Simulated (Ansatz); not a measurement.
# TiO2: single-point calculation (part 1 of 2)

System: TiO2 (Pbcn, 48 atoms in the cell).
Method: DFT PBE, scalar-relativistic, plane waves, PAW, no spin polarisation (Ansatz 0.2.0).

The structure derives from an entry of the Crystallography Open Database.

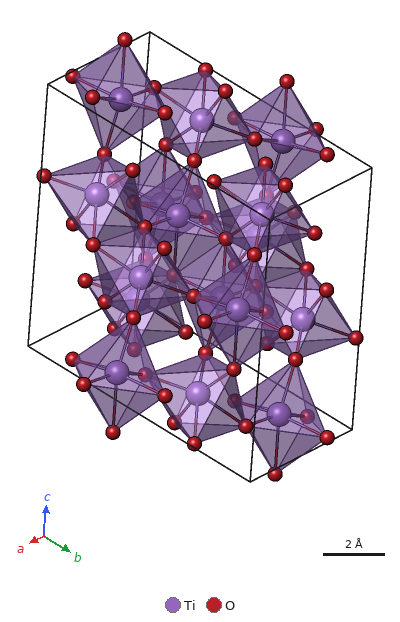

*The input geometry (polyhedral view of the cell of the calculation, seen slightly off an axis; polyhedra are completed across the faces of the cell). An atom can appear more than once, as a periodic image.*

Input file
```yaml
crystal:
  lattice:
    - [-4.515, 5.497, 4.939]
    - [4.515, -5.497, 4.939]
    - [4.515, 5.497, -4.939]
  atoms:
    - { symbol: Ti, position: [0.2105, 0.125, 0.0855] }
    - { symbol: Ti, position: [0.7105, 0.625, 0.0855] }
    - { symbol: Ti, position: [0.7105, 0.125, 0.5855] }
    - { symbol: Ti, position: [0.2105, 0.625, 0.5855] }
    - { symbol: Ti, position: [0.0395, 0.125, 0.4145] }
    - { symbol: Ti, position: [0.5395, 0.625, 0.4145] }
    - { symbol: Ti, position: [0.5395, 0.125, 0.9145] }
    - { symbol: Ti, position: [0.0395, 0.625, 0.9145] }
    - { symbol: Ti, position: [0.7895, 0.375, 0.4145] }
    - { symbol: Ti, position: [0.2895, 0.875, 0.4145] }
    - { symbol: Ti, position: [0.2895, 0.375, 0.9145] }
    - { symbol: Ti, position: [0.7895, 0.875, 0.9145] }
    - { symbol: Ti, position: [0.9605, 0.375, 0.0855] }
    - { symbol: Ti, position: [0.4605, 0.875, 0.0855] }
    - { symbol: Ti, position: [0.4605, 0.375, 0.5855] }
    - { symbol: Ti, position: [0.9605, 0.875, 0.5855] }
    - { symbol: O, position: [0.394, 0.349, 0.331] }
    - { symbol: O, position: [0.894, 0.849, 0.331] }
    - { symbol: O, position: [0.894, 0.349, 0.831] }
    - { symbol: O, position: [0.394, 0.849, 0.831] }
    - { symbol: O, position: [0.018, 0.063, 0.169] }
    - { symbol: O, position: [0.518, 0.563, 0.169] }
    - { symbol: O, position: [0.518, 0.063, 0.669] }
    - { symbol: O, position: [0.018, 0.563, 0.669] }
    - { symbol: O, position: [0.856, 0.187, 0.455] }
    - { symbol: O, position: [0.356, 0.687, 0.455] }
    - { symbol: O, position: [0.356, 0.187, 0.955] }
    - { symbol: O, position: [0.856, 0.687, 0.955] }
    - { symbol: O, position: [0.732, 0.401, 0.045] }
    - { symbol: O, position: [0.232, 0.901, 0.045] }
    - { symbol: O, position: [0.232, 0.401, 0.545] }
    - { symbol: O, position: [0.732, 0.901, 0.545] }
    - { symbol: O, position: [0.606, 0.151, 0.169] }
    - { symbol: O, position: [0.106, 0.651, 0.169] }
    - { symbol: O, position: [0.106, 0.151, 0.669] }
    - { symbol: O, position: [0.606, 0.651, 0.669] }
    - { symbol: O, position: [0.982, 0.437, 0.331] }
    - { symbol: O, position: [0.482, 0.937, 0.331] }
    - { symbol: O, position: [0.482, 0.437, 0.831] }
    - { symbol: O, position: [0.982, 0.937, 0.831] }
    - { symbol: O, position: [0.144, 0.313, 0.045] }
    - { symbol: O, position: [0.644, 0.813, 0.045] }
    - { symbol: O, position: [0.644, 0.313, 0.545] }
    - { symbol: O, position: [0.144, 0.813, 0.545] }
    - { symbol: O, position: [0.268, 0.099, 0.455] }
    - { symbol: O, position: [0.768, 0.599, 0.455] }
    - { symbol: O, position: [0.768, 0.099, 0.955] }
    - { symbol: O, position: [0.268, 0.599, 0.955] }
basis:
  ecutwfc: 420
  fft_grid_basis: typed
kpoints:
  mp_grid: { grid: [2, 2, 2] }
hamiltonian:
  xc: pbe
  pseudopotentials: { kind: paw }
scf:
  occupations: { method: gaussian, width: 0.05 }
output:
  forces: true
  stress: false
  eigenvalues: true
  bader: false
  write_density: true
  volumetric_format: npy
```

Launch command:
```bash
ansatz run input.yaml --threads 4 --pin off --max-ram 10240MiB --backend cpu --events-out ev --progress --plain --runs-dir out
```

The program's output
```
Engine: ansatz 0.2.0, aarch64-unknown-linux-gnu
Pseudopotentials: kind: paw
Pseudopotential: Ti, paw, valence charge 12, recommended cutoff 420 eV (normal), Ti.paw.azcp
Pseudopotential: O, paw, valence charge 6, recommended cutoff 420 eV (normal), O.paw.azcp
Functional definition: PBE
  parameter kappa = 0.804
  parameter beta = 0.06672455060314922
  exchange = pbe_x(kappa = kappa, mu = beta*pi^2/3)
  correlation = pbe_c(beta = beta)
Crystal: 48 atoms, lattice volume = 490.323 Å³
Basis set: ecut = 420 eV, 9621 PW (Γ), exchange–correlation on 120×120×120 points (8 copies of the dense FFT grid, shifted against one another)
Bands: 240, of which v1, the nominal top of the filled ones, is band 192 counted from 1 (191 counted from 0)
Symmetry: 32 space group operations
Space group: Pbcn (ITA 60), of the structure as read, at distance tolerance 7.9e-5 Å
k-points: 5 of 8
Non-local potential: Ti, projectors of the file, l = 0: 3, l = 1: 2, l = 2: 3, l = 3: 1
Non-local potential: O, projectors of the file, l = 0: 2, l = 1: 2, l = 2: 1
PAW form: soft (Blöchl's): semilocal exchange-correlation on the pseudo side does not see the compensation charge
PAW one-centre angular grid: Ti, 590 points (default); XC on 64 Gauss nodes
PAW one-centre angular grid: O, 110 points (default); XC on 64 Gauss nodes
Initial density: superposition of atomic densities (neutral atoms: chi_scale 0, normalization atom), corrected by the library's trained network
Initial wavefunctions: pseudopotential atomic-orbital guess
Functional: x = pbe(κ = 0.804, μ = 0.2195149727645171), c = pbe(β = 0.06672455060314922)
SCF iter   1: F=—  HF=-58217.630968 eV  |F-HF|=—  |Δ(HF+E_count)|=         —  Δρ=3.93e-3  dr2=2.34e-2  ethr=1.77e-3  ⟨swp⟩=4.8  Hψ=4531  notcnv=0
preconditioner: auto → Resta (q_TF=auto, 2.619 Å⁻¹)  ε∞=8.9  [insulator: Δε(μ)=2.458 eV  Ē_g=9.567 eV  σ=0.050 eV  W_gap=1.00  n_scr=154 (ndim 8)  ℏωp=26.8 eV  f_vac=0.018  D(μ)=0.00/eV (n_scr^D=0)  ε∞_Penn≈8.9]
SCF iter   2: F=—  HF=-58217.636334 eV  |F-HF|=—  |Δ(HF+E_count)|=   5.37e-3  Δρ=2.10e-3  dr2=7.37e-3  ethr=6.09e-6  ⟨swp⟩=3.0  Hψ=2405  notcnv=0
SCF iter   3: F=—  HF=-58217.639337 eV  |F-HF|=—  |Δ(HF+E_count)|=   3.00e-3  Δρ=1.09e-3  dr2=2.83e-3  ethr=1.92e-6  ⟨swp⟩=2.0  Hψ=1495  notcnv=0
automatic band count: iteration 3 solves 222 bands in place of 240: the levels show a gap, and the empty bands left out lie too high to hold charge; the band table lists the bands solved (type scf.n_extra_bands for more)
SCF iter   4: F=—  HF=-58217.640108 eV  |F-HF|=—  |Δ(HF+E_count)|=   7.71e-4  Δρ=1.41e-4  dr2=5.29e-5  ethr=7.37e-7  ⟨swp⟩=2.0  Hψ=1492  notcnv=0
SCF iter   5: F=—  HF=-58217.639514 eV  |F-HF|=—  |Δ(HF+E_count)|=   5.94e-4  Δρ=3.84e-5  dr2=5.01e-6  ethr=1.38e-8  ⟨swp⟩=2.0  Hψ=1832  notcnv=0
SCF iter   6: F=—  HF=-58217.639516 eV  |F-HF|=—  |Δ(HF+E_count)|=   2.14e-6  Δρ=9.17e-6  dr2=4.13e-7  ethr=1.30e-9  ⟨swp⟩=3.0  Hψ=2071  notcnv=0
SCF iter   7: F=-58217.639517 eV  HF=-58217.639517 eV  |F-HF|=2.30e-8  |Δ(HF+E_count)|=   2.63e-7  Δρ=2.68e-6  dr2=3.97e-8  ethr=2.60e-11  ⟨swp⟩=7.8  Hψ=4026  notcnv=0
SCF 1 converged in 7 iterations: F = -58217.639517 eV  dr2 = 3.97e-8
  greatest PAW one-centre occupation: 0.999 electrons in one spin orbital (limit 2), on the Ti atom at site 15 (counted from 0), in its partial waves of l = 0
SCF converged after 7 iterations
Free energy (F): -58217.639517 eV
Harris-Foulkes:  -58217.639517 eV  (|F-HF|=2.30e-8)
Internal energy: -58217.639517 eV  (E = F + TS)
E sigma→0 (E₀):  -58217.639517 eV
Fermi energy:    10.479556 eV
--- Per-component energies (eV) ---
  E_band       = -2989.373411
  E_kinetic    = 9990.531854
  E_local      = -24127.841276  (includes V_loc(G=0)·N_el)
  E_nonlocal   = 1575.906310
  E_hartree    = 9189.867363
  E_xc         = -3945.528869
  E_vxc        = -4997.443351  (∫ρ·V_xc dr)
  E_paw        = -21779.131010  (= ΣΔE_a)
  E_vpaw       = -3810.330145  (= ΣTr[D̂ρ^β])
  E_aug_tail   = 0.080384  (compensation charges beyond the density's cutoff)
  E_ewald      = -29121.524273
  E_smearing   = -0.000000  (= −TS)
  E_closure    = -0.000000  (closes the sum)
  Σ components = -58217.639517   (vs F -58217.639517, Δ=0.00e0)
--- Forces (eV/Å), atoms counted from 1 ---
  atom   1  Ti     0.00000000     0.09253025    -0.00000000
  atom   2  Ti    -0.00000000     0.09253025     0.00000000
  atom   3  Ti    -0.00000000     0.09253025     0.00000000
  atom   4  Ti     0.00000000     0.09253025    -0.00000000
  atom   5  Ti    -0.00000000    -0.09253025    -0.00000000
  atom   6  Ti    -0.00000000    -0.09253025     0.00000000
  atom   7  Ti    -0.00000000    -0.09253025     0.00000000
  atom   8  Ti    -0.00000000    -0.09253025    -0.00000000
  atom   9  Ti    -0.00000000    -0.09253025     0.00000000
  atom  10  Ti     0.00000000    -0.09253025     0.00000000
  atom  11  Ti     0.00000000    -0.09253025     0.00000000
  atom  12  Ti    -0.00000000    -0.09253025     0.00000000
  atom  13  Ti     0.00000000     0.09253025    -0.00000000
  atom  14  Ti     0.00000000     0.09253025     0.00000000
  atom  15  Ti     0.00000000     0.09253025     0.00000000
  atom  16  Ti     0.00000000     0.09253025    -0.00000000
  atom  17  O     -0.68939495    -0.07411546     0.11287155
  atom  18  O     -0.68939495    -0.07411546     0.11287155
  atom  19  O     -0.68939495    -0.07411546     0.11287155
  atom  20  O     -0.68939495    -0.07411546     0.11287155
  atom  21  O      0.68939495     0.07411546     0.11287155
  atom  22  O      0.68939495     0.07411546     0.11287155
  atom  23  O      0.68939495     0.07411546     0.11287155
  atom  24  O      0.68939495     0.07411546     0.11287155
  atom  25  O     -0.68939495     0.07411546    -0.11287155
  atom  26  O     -0.68939495     0.07411546    -0.11287155
  atom  27  O     -0.68939495     0.07411546    -0.11287155
  atom  28  O     -0.68939495     0.07411546    -0.11287155
  atom  29  O      0.68939495    -0.07411546    -0.11287155
  atom  30  O      0.68939495    -0.07411546    -0.11287155
  atom  31  O      0.68939495    -0.07411546    -0.11287155
  atom  32  O      0.68939495    -0.07411546    -0.11287155
  atom  33  O      0.68939495     0.07411546    -0.11287155
  atom  34  O      0.68939495     0.07411546    -0.11287155
  atom  35  O      0.68939495     0.07411546    -0.11287155
  atom  36  O      0.68939495     0.07411546    -0.11287155
  atom  37  O     -0.68939495    -0.07411546    -0.11287155
  atom  38  O     -0.68939495    -0.07411546    -0.11287155
  atom  39  O     -0.68939495    -0.07411546    -0.11287155
  atom  40  O     -0.68939495    -0.07411546    -0.11287155
  atom  41  O      0.68939495    -0.07411546     0.11287155
  atom  42  O      0.68939495    -0.07411546     0.11287155
  atom  43  O      0.68939495    -0.07411546     0.11287155
  atom  44  O      0.68939495    -0.07411546     0.11287155
  atom  45  O     -0.68939495     0.07411546     0.11287155
  atom  46  O     -0.68939495     0.07411546     0.11287155
  atom  47  O     -0.68939495     0.07411546     0.11287155
  atom  48  O     -0.68939495     0.07411546     0.11287155
  max |Σ_I F_I| component: 2.64e-16 eV/Å
--- Band table (eV; the first three rows and the last of 5) ---
```
